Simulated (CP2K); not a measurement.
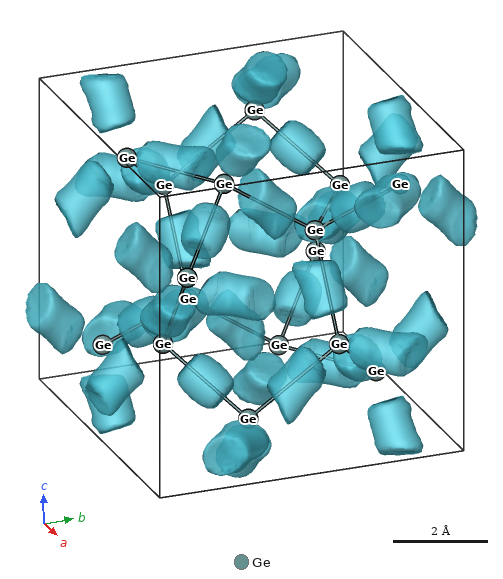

The picture shows: Ge. Isosurface of the electron localisation function at 0.8 (cyan), seen at an oblique angle. Core shells and regions of very low density are left out. Sticks mark near contacts.

Space group Ia-3; a structure from a database of computed crystals, not necessarily the ambient phase.

All numbers below come from Kohn-Sham DFT of a periodic cell, revPBE with D3(BJ), GTH-PBE with UZH-TZVP basis in CP2K.

Question: Describe the localisation domains.

Answer: The ELF exceeds this value in 32 regions between bonded Ge–Ge atoms (shared pairs), counted in one cell of 16 atoms. Any copies at cell faces, edges or corners count once. Profiles from the grid: Ge–Ge (2.43 Å): the ELF peaks at about 0.90 between the atoms: localised, covalent bonding. Ge–Ge (2.51 Å): the ELF peaks at about 0.85 between the atoms; a covalent bond.
